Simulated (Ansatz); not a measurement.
## MgO: geometry relaxation (part 1 of 3)

MgO (14 atoms in the cell), computed with DFT PBE, scalar-relativistic, plane waves, PAW, no spin polarisation (Ansatz 0.2.0).

The structure derives from an entry of the Crystallography Open Database. It belongs to a series of runs on one base structure; here: wire along [1 1 1], 14 atoms a period.

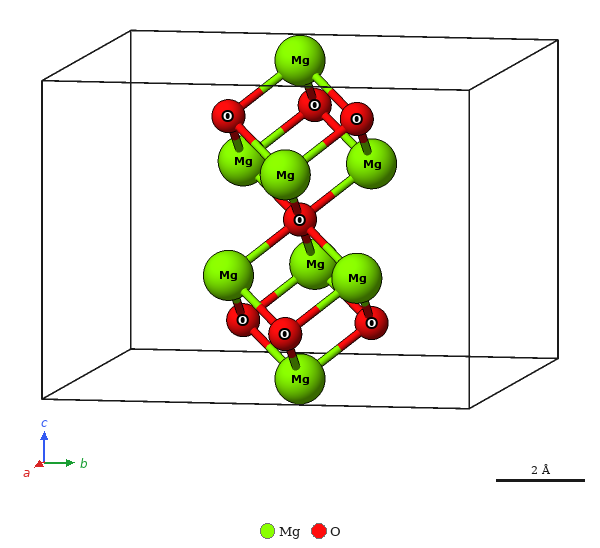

*The input geometry (ball-and-stick view of the cell of the calculation, with the vacuum cut short, seen slightly off an axis). An atom can appear more than once, as a periodic image.*

## Key numbers

- outcome: converged
- electrons treated: 112
- free energy: −17441.7254 eV
- Fermi energy: −2.677 eV
- gap on the k-point mesh: 1.42 eV
- final volume: 1131.10 Å³
- largest force (length of the vector) at the end: 0.002 eV/Å
- hardware: 4 threads of Arm Neoverse N1, 24 GiB of memory available, shared host
- wall time: 87 s (CPU time 5.6 min)
- peak memory: 1.5 GiB

## Notes

The program warns: the exchange-correlation potential is rough where the density is thin.

## Input
```yaml
crystal:
  lattice:
    - [12.5, 0.0, 0.0]
    - [0.0, 12.3, 0.0]
    - [0.0, 0.0, 7.3676323582]
  atoms:
    - { symbol: Mg, position: [0.5, 0.5, 0.0] }
    - { symbol: O, position: [0.638925408, 0.5, 0.1666666667] }
    - { symbol: O, position: [0.361074592, 0.5, 0.8333333333] }
    - { symbol: Mg, position: [0.361074592, 0.5, 0.3333333333] }
    - { symbol: Mg, position: [0.638925408, 0.5, 0.6666666667] }
    - { symbol: O, position: [0.5, 0.5, 0.5] }
    - { symbol: Mg, position: [0.569462704, 0.3777307596, 0.3333333333] }
    - { symbol: Mg, position: [0.430537296, 0.6222692404, 0.6666666667] }
    - { symbol: O, position: [0.430537296, 0.3777307596, 0.1666666667] }
    - { symbol: O, position: [0.569462704, 0.6222692404, 0.8333333333] }
    - { symbol: Mg, position: [0.569462704, 0.6222692404, 0.3333333333] }
    - { symbol: Mg, position: [0.430537296, 0.3777307596, 0.6666666667] }
    - { symbol: O, position: [0.430537296, 0.6222692404, 0.1666666667] }
    - { symbol: O, position: [0.569462704, 0.3777307596, 0.8333333333] }
basis:
  ecutwfc: 420
kpoints:
  mp_grid: { grid: [1, 1, 5] }
hamiltonian:
  xc: pbe
scf:
  occupations: { method: gaussian, width: 0.05 }
output:
  forces: true
  stress: true
  eigenvalues: true
  populations: true
  write_density: true
  write_potential: true
  elf: true
  volumetric_format: npy
relax:
  adjacent_minimum: "off"
  f_tol: 0.02
  max_steps: 45
  cell: { fix: [a, b, alpha, beta, gamma], stress_tol: 0.03 }
```

Launch command:
```bash
ansatz run input.yaml --threads 4 --pin off --max-ram 11264MiB --backend cpu --events-out ev --progress --plain --runs-dir out
```

## What the program printed
```
Engine: ansatz 0.2.0, aarch64-unknown-linux-gnu
Pseudopotentials: kind: paw
Pseudopotential: Mg, paw, valence charge 10, recommended cutoff 420 eV (normal), Mg.paw.azcp
Pseudopotential: O, paw, valence charge 6, recommended cutoff 420 eV (normal), O.paw.azcp
Functional definition: PBE
  parameter kappa = 0.804
  parameter beta = 0.06672455060314922
  exchange = pbe_x(kappa = kappa, mu = beta*pi^2/3)
  correlation = pbe_c(beta = beta)
Crystal: 14 atoms, lattice volume = 1132.773 Å³
Basis set: ecut = 420 eV, 22141 PW (Γ), exchange–correlation on 180×180×100 points (8 copies of the dense FFT grid, shifted against one another)
Bands: 70, of which v1, the nominal top of the filled ones, is band 56 counted from 1 (55 counted from 0)
Symmetry: 4 space group operations
Space group: P2/m (ITA 10), of the structure as read, at distance tolerance 1.0e-4 Å
k-points: 3 of 5
Non-local potential: Mg, projectors of the file, l = 0: 3, l = 1: 2, l = 2: 1
Non-local potential: O, projectors of the file, l = 0: 2, l = 1: 2, l = 2: 1
PAW form: soft (Blöchl's): semilocal exchange-correlation on the pseudo side does not see the compensation charge
PAW one-centre angular grid: Mg, 110 points (default); XC on 64 Gauss nodes
PAW one-centre angular grid: O, 110 points (default); XC on 64 Gauss nodes
Initial density: superposition of atomic densities (neutral atoms: chi_scale 0, normalization atom), corrected by the library's trained network
Initial wavefunctions: pseudopotential atomic-orbital guess
Functional: x = pbe(κ = 0.804, μ = 0.2195149727645171), c = pbe(β = 0.06672455060314922)
SCF iter   1: F=—  HF=-17437.071032 eV  |F-HF|=—  |Δ(HF+E_count)|=         —  Δρ=4.64e-3  dr2=9.29e-2  ethr=1.77e-3  ⟨swp⟩=9.3  Hψ=934  notcnv=0  defer=7
preconditioner: auto → LDOS  [insulator: Δε(μ)=0.110 eV  Ē_g=8.124 eV  σ=0.050 eV  W_gap=0.83  n_scr=136 (ndim 8)  ℏωp=8.1 eV  f_vac=0.744  D(μ)=7.11/eV (n_scr^D=22)  ε∞_Penn≈2.0  β→1.0]
SCF iter   2: F=—  HF=-17437.071347 eV  |F-HF|=—  |Δ(HF+E_count)|=   3.15e-4  Δρ=2.01e-3  dr2=2.97e-2  ethr=8.29e-5  ⟨swp⟩=2.0  Hψ=343  notcnv=0  defer=26
SCF iter   3: F=—  HF=-17437.070180 eV  |F-HF|=—  |Δ(HF+E_count)|=   1.17e-3  Δρ=7.45e-4  dr2=4.87e-3  ethr=2.65e-5  ⟨swp⟩=2.0  Hψ=282  notcnv=0  defer=26
SCF iter   4: F=—  HF=-17437.070510 eV  |F-HF|=—  |Δ(HF+E_count)|=   3.29e-4  Δρ=1.92e-4  dr2=3.25e-4  ethr=4.35e-6  ⟨swp⟩=2.0  Hψ=306  notcnv=0  defer=26
SCF iter   5: F=—  HF=-17437.070864 eV  |F-HF|=—  |Δ(HF+E_count)|=   3.54e-4  Δρ=6.29e-5  dr2=3.87e-5  ethr=2.90e-7  ⟨swp⟩=2.0  Hψ=277  notcnv=0  defer=26
SCF iter   6: F=—  HF=-17437.070878 eV  |F-HF|=—  |Δ(HF+E_count)|=   1.38e-5  Δρ=1.00e-5  dr2=1.09e-6  ethr=3.45e-8  ⟨swp⟩=2.0  Hψ=272  notcnv=0  defer=26
SCF iter   7: F=—  HF=-17437.070882 eV  |F-HF|=—  |Δ(HF+E_count)|=   4.00e-6  Δρ=4.41e-6  dr2=2.44e-7  ethr=9.71e-10  ⟨swp⟩=2.0  Hψ=242  notcnv=0  defer=26
SCF iter   8: F=-17437.070882 eV  HF=-17437.070882 eV  |F-HF|=7.68e-10  |Δ(HF+E_count)|=   3.23e-7  Δρ=9.08e-7  dr2=1.02e-8  ethr=8.93e-11  ⟨swp⟩=22.0  Hψ=1651  notcnv=0
SCF 1 converged in 8 iterations: F = -17437.070882 eV  dr2 = 1.02e-8
  greatest PAW one-centre occupation: 1.000 electrons in one spin orbital (limit 2), on the Mg atom at site 0 (counted from 0), in its partial waves of l = 0
relax step   1: F+E_penalty+E_count = -17437.07088238 eV  Δ(F+E_penalty+E_count) = +0.000e0 eV  max|allowed force component| = 2.964e0 eV/Å  Δτ_max = 0.0000 Å  P = -1.702 GPa  Ω = 1132.773 Å³  fix = [a, b, alpha, beta, gamma]  reactions: a -1.412, b -1.407 GPa; beta +0.003 GPa/rad  (8 SCF iters, dr2 threshold 1.00e-7 eV, accepted)
Crystal: 14 atoms, lattice volume = 1109.785 Å³
Basis set: ecut = 420 eV, 21633 PW (Γ), exchange–correlation on 180×180×100 points (8 copies of the dense FFT grid, shifted against one another)
Initial density: handed on by an earlier stage of this run
Initial wavefunctions: those handed on with the density
iter 1 solved again at ethr=1.26e-3 eV; its pass at ethr=3.10e-3 eV (dr2=1.41e0 eV) is discarded
SCF iter   1: F=—  HF=-17440.796927 eV  |F-HF|=—  |Δ(HF+E_count)|=         —  Δρ=1.04e-2  dr2=1.39e0  ethr=1.26e-3  ⟨swp⟩=2.3  Hψ=978  notcnv=0
preconditioner: auto → Resta (q_TF=auto, 1.862 Å⁻¹)  ε∞=1.8  [insulator: Δε(μ)=1.262 eV  Ē_g=8.975 eV  σ=0.050 eV  W_gap=1.00  n_scr=128 (ndim 8)  ℏωp=8.2 eV  f_vac=0.756  D(μ)=0.00/eV (n_scr^D=0)  ε∞_Penn≈1.8  vacuum switching on, ρ_ref=5.8e-3 e/Å³]
SCF iter   2: F=—  HF=-17440.798030 eV  |F-HF|=—  |Δ(HF+E_count)|=   1.10e-3  Δρ=1.17e-2  dr2=1.70e0  ethr=1.24e-3  ⟨swp⟩=3.0  Hψ=375  notcnv=0
SCF iter   3: F=—  HF=-17440.546096 eV  |F-HF|=—  |Δ(HF+E_count)|=   2.52e-1  Δρ=2.34e-3  dr2=5.03e-2  ethr=1.24e-3  ⟨swp⟩=2.0  Hψ=316  notcnv=0  defer=19
SCF iter   4: F=—  HF=-17440.544534 eV  |F-HF|=—  |Δ(HF+E_count)|=   1.56e-3  Δρ=7.65e-4  dr2=5.08e-3  ethr=4.49e-5  ⟨swp⟩=2.0  Hψ=284  notcnv=0  defer=23
SCF iter   5: F=—  HF=-17440.545443 eV  |F-HF|=—  |Δ(HF+E_count)|=   9.09e-4  Δρ=2.72e-4  dr2=7.21e-4  ethr=4.53e-6  ⟨swp⟩=2.0  Hψ=261  notcnv=0  defer=23
SCF iter   6: F=—  HF=-17440.545831 eV  |F-HF|=—  |Δ(HF+E_count)|=   3.88e-4  Δρ=8.09e-5  dr2=7.72e-5  ethr=6.44e-7  ⟨swp⟩=2.0  Hψ=284  notcnv=0  defer=23
SCF iter   7: F=—  HF=-17440.545930 eV  |F-HF|=—  |Δ(HF+E_count)|=   9.88e-5  Δρ=8.80e-5  dr2=9.43e-5  ethr=6.89e-8  ⟨swp⟩=2.0  Hψ=270  notcnv=0  defer=23
SCF iter   8: F=—  HF=-17440.545918 eV  |F-HF|=—  |Δ(HF+E_count)|=   1.19e-5  Δρ=1.77e-5  dr2=3.53e-6  ethr=6.89e-8  ⟨swp⟩=2.0  Hψ=263  notcnv=0  defer=23
SCF iter   9: F=-17440.545919 eV  HF=-17440.545919 eV  |F-HF|=7.22e-9  |Δ(HF+E_count)|=   1.05e-6  Δρ=4.68e-6  dr2=1.97e-7  ethr=1.25e-9  ⟨swp⟩=20.7  Hψ=1759  notcnv=0
SCF 2 converged in 9 iterations: F = -17440.545919 eV  dr2 = 1.97e-7
relax step   2: F+E_penalty+E_count = -17440.54591891 eV  Δ(F+E_penalty+E_count) = -3.475e0 eV  max|allowed force component| = 1.708e0 eV/Å  Δτ_max = 0.1963 Å  P = -1.110 GPa  Ω = 1109.785 Å³  energy of the carried Pulay correction = +1.082e-2 eV  fix = [a, b, alpha, beta, gamma]  reactions: a -1.179, b -1.174 GPa; beta +0.003 GPa/rad  (9 SCF iters, dr2 threshold 1.40e-6 eV, accepted)
Crystal: 14 atoms, lattice volume = 1108.363 Å³
Basis set: ecut = 420 eV, 21573 PW (Γ), exchange–correlation on 180×180×100 points (8 copies of the dense FFT grid, shifted against one another)
SCF iter   1: F=—  HF=-17442.335153 eV  |F-HF|=—  |Δ(HF+E_count)|=         —  Δρ=1.77e-2  dr2=3.86e0  ethr=3.10e-3  ⟨swp⟩=5.7  Hψ=639  notcnv=0  defer=12
preconditioner: auto → Resta (q_TF=auto, 1.862 Å⁻¹)  ε∞=1.6  [insulator: Δε(μ)=2.061 eV  Ē_g=10.386 eV  σ=0.050 eV  W_gap=1.00  n_scr=128 (ndim 8)  ℏωp=8.3 eV  f_vac=0.775  D(μ)=0.00/eV (n_scr^D=0)  ε∞_Penn≈1.6  vacuum switching on, ρ_ref=7.8e-3 e/Å³]
SCF iter   2: F=—  HF=-17441.382859 eV  |F-HF|=—  |Δ(HF+E_count)|=   9.52e-1  Δρ=1.11e-2  dr2=1.31e0  ethr=3.10e-3  ⟨swp⟩=2.3  Hψ=344  notcnv=0  defer=23
SCF iter   3: F=—  HF=-17441.137657 eV  |F-HF|=—  |Δ(HF+E_count)|=   2.45e-1  Δρ=3.76e-3  dr2=1.54e-1  ethr=1.17e-3  ⟨swp⟩=2.0  Hψ=287  notcnv=0  defer=23
SCF iter   4: F=—  HF=-17441.103461 eV  |F-HF|=—  |Δ(HF+E_count)|=   3.42e-2  Δρ=1.49e-3  dr2=1.83e-2  ethr=1.38e-4  ⟨swp⟩=2.0  Hψ=346  notcnv=0  defer=23
SCF iter   5: F=—  HF=-17441.100042 eV  |F-HF|=—  |Δ(HF+E_count)|=   3.42e-3  Δρ=5.43e-4  dr2=1.04e-3  ethr=1.64e-5  ⟨swp⟩=2.0  Hψ=280  notcnv=0  defer=23
SCF iter   6: F=—  HF=-17441.100302 eV  |F-HF|=—  |Δ(HF+E_count)|=   2.60e-4  Δρ=1.15e-4  dr2=6.80e-5  ethr=9.29e-7  ⟨swp⟩=2.0  Hψ=239  notcnv=0  defer=23
SCF iter   7: F=—  HF=-17441.100341 eV  |F-HF|=—  |Δ(HF+E_count)|=   3.85e-5  Δρ=1.60e-5  dr2=1.92e-6  ethr=6.07e-8  ⟨swp⟩=2.0  Hψ=270  notcnv=0  defer=23
SCF iter   8: F=—  HF=-17441.100344 eV  |F-HF|=—  |Δ(HF+E_count)|=   3.46e-6  Δρ=1.78e-5  dr2=3.37e-6  ethr=1.25e-9  ⟨swp⟩=21.3  Hψ=1949  notcnv=0
SCF iter   9: F=-17441.100344 eV  HF=-17441.100344 eV  |F-HF|=1.63e-9  |Δ(HF+E_count)|=   5.93e-7  Δρ=1.42e-6  dr2=2.26e-8  ethr=1.25e-9  ⟨swp⟩=9.0  Hψ=1455  notcnv=0
SCF 3 converged in 9 iterations: F = -17441.100344 eV  dr2 = 2.26e-8
  greatest PAW one-centre occupation: 1.000 electrons in one spin orbital (limit 2), on the Mg atom at site 11 (counted from 0), in its partial waves of l = 1
relax step   3: F+E_penalty+E_count = -17441.10034363 eV  Δ(F+E_penalty+E_count) = -5.544e-1 eV  max|allowed force component| = 1.439e0 eV/Å  Δτ_max = 0.1982 Å  P = +1.590 GPa  Ω = 1108.363 Å³  energy of the carried Pulay correction = +1.150e-2 eV  fix = [a, b, alpha, beta, gamma]  reactions: a +1.783, b +1.786 GPa; beta +0.002 GPa/rad  (9 SCF iters, dr2 threshold 1.40e-6 eV, accepted)
Crystal: 14 atoms, lattice volume = 1116.966 Å³
Basis set: ecut = 420 eV, 21797 PW (Γ), exchange–correlation on 180×180×100 points (8 copies of the dense FFT grid, shifted against one another)
iter 1 solved again at ethr=1.07e-3 eV; its pass at ethr=3.10e-3 eV (dr2=1.20e0 eV) is discarded
SCF iter   1: F=—  HF=-17442.005849 eV  |F-HF|=—  |Δ(HF+E_count)|=         —  Δρ=9.33e-3  dr2=1.22e0  ethr=1.07e-3  ⟨swp⟩=2.0  Hψ=783  notcnv=0
preconditioner: auto → Resta (q_TF=auto, 1.860 Å⁻¹)  ε∞=1.9  [insulator: Δε(μ)=0.985 eV  Ē_g=8.473 eV  σ=0.050 eV  W_gap=1.00  n_scr=128 (ndim 8)  ℏωp=8.2 eV  f_vac=0.763  D(μ)=0.00/eV (n_scr^D=0)  ε∞_Penn≈1.9  vacuum switching on, ρ_ref=5.2e-3 e/Å³]
SCF iter   2: F=—  HF=-17441.803480 eV  |F-HF|=—  |Δ(HF+E_count)|=   2.02e-1  Δρ=6.96e-3  dr2=5.60e-1  ethr=1.07e-3  ⟨swp⟩=4.3  Hψ=364  notcnv=0
SCF iter   3: F=—  HF=-17441.695668 eV  |F-HF|=—  |Δ(HF+E_count)|=   1.08e-1  Δρ=1.98e-3  dr2=3.89e-2  ethr=5.00e-4  ⟨swp⟩=2.0  Hψ=322  notcnv=0  defer=23
SCF iter   4: F=—  HF=-17441.688412 eV  |F-HF|=—  |Δ(HF+E_count)|=   7.26e-3  Δρ=8.16e-4  dr2=5.51e-3  ethr=3.47e-5  ⟨swp⟩=2.0  Hψ=289  notcnv=0  defer=23
SCF iter   5: F=—  HF=-17441.687822 eV  |F-HF|=—  |Δ(HF+E_count)|=   5.90e-4  Δρ=2.76e-4  dr2=4.95e-4  ethr=4.92e-6  ⟨swp⟩=2.0  Hψ=271  notcnv=0  defer=23
SCF iter   6: F=—  HF=-17441.688263 eV  |F-HF|=—  |Δ(HF+E_count)|=   4.41e-4  Δρ=6.50e-5  dr2=4.87e-5  ethr=4.42e-7  ⟨swp⟩=2.0  Hψ=257  notcnv=0  defer=23
SCF iter   7: F=—  HF=-17441.688287 eV  |F-HF|=—  |Δ(HF+E_count)|=   2.33e-5  Δρ=1.12e-5  dr2=1.67e-6  ethr=4.35e-8  ⟨swp⟩=2.0  Hψ=245  notcnv=0  defer=23
SCF iter   8: F=—  HF=-17441.688289 eV  |F-HF|=—  |Δ(HF+E_count)|=   1.88e-6  Δρ=1.43e-5  dr2=2.31e-6  ethr=1.25e-9  ⟨swp⟩=20.3  Hψ=1889  notcnv=0
SCF iter   9: F=-17441.688288 eV  HF=-17441.688288 eV  |F-HF|=7.20e-8  |Δ(HF+E_count)|=   3.95e-7  Δρ=2.81e-6  dr2=8.59e-8  ethr=1.25e-9  ⟨swp⟩=9.0  Hψ=1424  notcnv=0
SCF 4 converged in 9 iterations: F = -17441.688288 eV  dr2 = 8.59e-8
  greatest PAW one-centre occupation: 1.000 electrons in one spin orbital (limit 2), on the Mg atom at site 11 (counted from 0), in its partial waves of l = 0
relax step   4: F+E_penalty+E_count = -17441.68828808 eV  Δ(F+E_penalty+E_count) = -5.879e-1 eV  max|allowed force component| = 3.491e-1 eV/Å  Δτ_max = 0.0897 Å  P = -0.302 GPa  Ω = 1116.966 Å³  energy of the carried Pulay correction = +7.419e-3 eV  fix = [a, b, alpha, beta, gamma]  reactions: a -0.406, b -0.401 GPa; beta +0.003 GPa/rad  (9 SCF iters, dr2 threshold 1.40e-6 eV, accepted)
Crystal: 14 atoms, lattice volume = 1120.890 Å³
Basis set: ecut = 420 eV, 21861 PW (Γ), exchange–correlation on 180×180×100 points (8 copies of the dense FFT grid, shifted against one another)
iter 1 solved again at ethr=2.51e-5 eV; its pass at ethr=3.10e-3 eV (dr2=2.81e-2 eV) is discarded
SCF iter   1: F=—  HF=-17441.729394 eV  |F-HF|=—  |Δ(HF+E_count)|=         —  Δρ=1.49e-3  dr2=2.76e-2  ethr=2.51e-5  ⟨swp⟩=2.0  Hψ=787  notcnv=0
preconditioner: auto → Resta (q_TF=auto, 1.859 Å⁻¹)  ε∞=1.8  [insulator: Δε(μ)=1.459 eV  Ē_g=9.481 eV  σ=0.050 eV  W_gap=1.00  n_scr=128 (ndim 8)  ℏωp=8.3 eV  f_vac=0.770  D(μ)=0.00/eV (n_scr^D=0)  ε∞_Penn≈1.8  vacuum switching on, ρ_ref=6.5e-3 e/Å³]
SCF iter   2: F=—  HF=-17441.727397 eV  |F-HF|=—  |Δ(HF+E_count)|=   2.00e-3  Δρ=1.21e-3  dr2=1.71e-2  ethr=2.47e-5  ⟨swp⟩=2.0  Hψ=324  notcnv=0
SCF iter   3: F=—  HF=-17441.724566 eV  |F-HF|=—  |Δ(HF+E_count)|=   2.83e-3  Δρ=3.58e-4  dr2=1.11e-3  ethr=1.53e-5  ⟨swp⟩=2.0  Hψ=264  notcnv=0
SCF iter   4: F=—  HF=-17441.725019 eV  |F-HF|=—  |Δ(HF+E_count)|=   4.53e-4  Δρ=1.22e-4  dr2=1.49e-4  ethr=9.90e-7  ⟨swp⟩=2.0  Hψ=306  notcnv=0
SCF iter   5: F=—  HF=-17441.725083 eV  |F-HF|=—  |Δ(HF+E_count)|=   6.40e-5  Δρ=6.81e-5  dr2=5.02e-5  ethr=1.33e-7  ⟨swp⟩=2.0  Hψ=271  notcnv=0
iter 6 did not close the SCF: its close was put off until two iterations running show no level that it waits for move by more than its bar (scf_convergence_deferred on its scf_iter line)
SCF iter   6: F=-17441.725081 eV  HF=-17441.725080 eV  |F-HF|=6.91e-7  |Δ(HF+E_count)|=   2.75e-6  Δρ=1.20e-5  dr2=1.02e-6  ethr=1.25e-9  ⟨swp⟩=16.0  Hψ=1795  notcnv=0
SCF iter   7: F=-17441.725081 eV  HF=-17441.725081 eV  |F-HF|=9.34e-8  |Δ(HF+E_count)|=   9.88e-7  Δρ=4.48e-6  dr2=1.56e-7  ethr=9.12e-10  ⟨swp⟩=12.3  Hψ=1476  notcnv=0
SCF 5 converged in 7 iterations: F = -17441.725081 eV  dr2 = 1.56e-7
relax step   5: F+E_penalty+E_count = -17441.72508121 eV  Δ(F+E_penalty+E_count) = -3.679e-2 eV  max|allowed force component| = 8.029e-2 eV/Å  Δτ_max = 0.0262 Å  P = -0.018 GPa  Ω = 1120.890 Å³  energy of the carried Pulay correction = +5.568e-3 eV  fix = [a, b, alpha, beta, gamma]  reactions: a -0.067, b -0.062 GPa; beta +0.003 GPa/rad  (7 SCF iters, dr2 threshold 1.40e-6 eV, accepted)
```
